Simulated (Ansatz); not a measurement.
## BN (P6_3mc): least direct gap against volume

The cell of BN (P6_3mc) is scaled evenly and the response computed anew at each volume, on one mesh. The atoms keep their fractional positions.

Cell: a, b, c = 2.536, 2.536, 4.199 Å (primitive vectors), 4 atoms.

Method: Ansatz 0.2.0, PBE, independent particles, k-mesh 12×12×5 with interpolation inside its cells, Gaussian parameter 0.1 eV.

Launch of the response step: `ansatz run input.yaml --threads 4 --pin off --max-ram 8192MiB --backend cpu --events-out ev --progress --plain --runs-dir out`. The series took 5.4 min in all, on 4 threads of Intel(R) Xeon(R) Processor @ 2.50GHz (Skylake/Cascade Lake), with other jobs on the host.

| V/V₀ | V (Å³, primitive cell) | least direct gap (eV) |
| --- | --- | --- |
| 0.94 | 21.98 | 8.657 |
| 0.96 | 22.45 | 8.557 |
| 0.98 | 22.92 | 8.459 |
| 1.00 | 23.39 | 8.361 |
| 1.02 | 23.85 | 8.263 |
| 1.04 | 24.32 | ? |
| 1.06 | 24.79 | 8.065 |

For small changes the quantity should be close to linear in ln V.

Working, on the rows shown:

| x = ln(V/V₀) | y = least direct gap |
| --- | --- |
| -0.0618754 | 8.657 |
| -0.040822 | 8.557 |
| -0.0202027 | 8.459 |
| 0 | 8.361 |
| 0.0198026 | 8.263 |
| 0.0582689 | 8.065 |

Means: x̄ = -0.0074714, ȳ = 8.3937. Σ(x − x̄)(y − ȳ) = -0.04602, Σ(x − x̄)² = 0.009356. Slope = -0.04602 / 0.009356 = -4.919; intercept = ȳ − slope · x̄ = 8.3569. The line misses the rows shown by at most 0.0053 eV.

Fill in the last column of the withheld row.

At x = 0.039221 the line gives y = 8.164 eV. The run gave 8.165 eV, so the interpolation is off by 0.001 eV, 0.2 % of the range in the table.

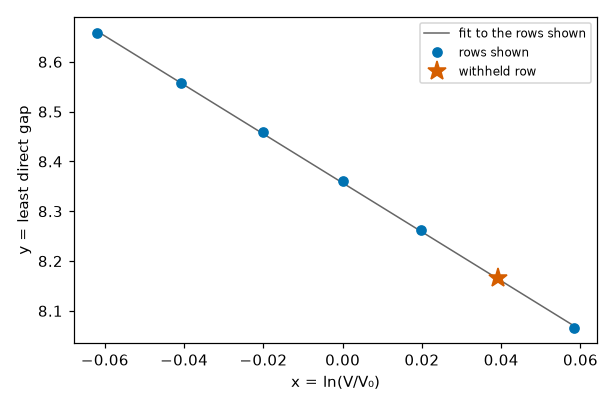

Between the rows on either side of x = 0 the slope is (8.263 − 8.459) / (0.019803 − (-0.020203)) = -4.899. That is a volume deformation potential of -4.9 eV: the least direct gap on this mesh widens by 49 meV for each per cent of compression. The cell comes from an older database entry, whose edges can be off by a per cent or so. PBE gaps are as a rule too small.
